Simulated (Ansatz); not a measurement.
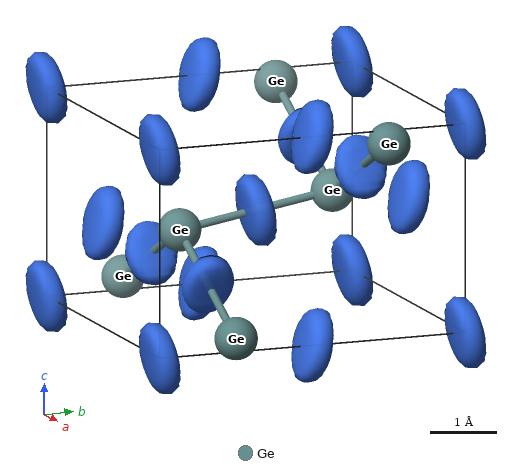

Figure. Ge. Isosurface of the electron localisation function at 0.6 (blue), seen slightly off an axis. Only the valence region is drawn (cores and ρ < 0.01 e/Å³ removed). Sticks mark near contacts.

Space group Imma; a structure from a database of computed crystals, not necessarily the ambient phase.

The calculation used DFT r2SCAN, scalar-relativistic, plane waves, PAW in Ansatz 0.2.0.

Input

```
crystal:
  lattice:
    - [-2.3487299424, 2.4945575906, 1.6226626783]
    - [2.3487299424, -2.4945575906, 1.6226626783]
    - [2.3487299424, 2.4945575906, -1.6226626783]
  atoms:
    - { symbol: Ge, position: [0.185943, 0.935943, 0.25] }
    - { symbol: Ge, position: [0.814057, 0.064057, 0.75] }
basis:
  ecutwfc: 500
kpoints:
  mp_grid: { grid: [22, 22, 22] }
hamiltonian:
  xc: r2scan
scf:
  occupations: { method: gaussian, width: 0.15 }
output:
  forces: true
  stress: true
  eigenvalues: true
  write_density: true
  write_potential: true
  elf: true
  volumetric_format: npy
```

Launched as:

```sh
ansatz run input.yaml --threads 1 --pin off --max-ram 2560MiB --backend cpu --events-out ev --progress --plain --runs-dir out
```

Below, planes, directions and counts refer to the conventional cell (a = 4.70 Å, b = 4.99 Å, c = 3.25 Å, α = 90.00°, β = 90.00°, γ = 90.00°).

> Where are the electrons localised?

The surface consists of eight regions between bonded Ge–Ge atoms, counted in one cell of 4 atoms. Regions shared between cells count once.

Values along the shortest contacts:
Ge–Ge (2.53 Å): the ELF peaks at about 0.70 between the atoms. Ge–Ge (2.64 Å): the ELF peaks at about 0.65 between the atoms.

> Does the calculation make it a metal, or give it a gap?

It is metallic or semimetallic at this level of theory: no gap opens.
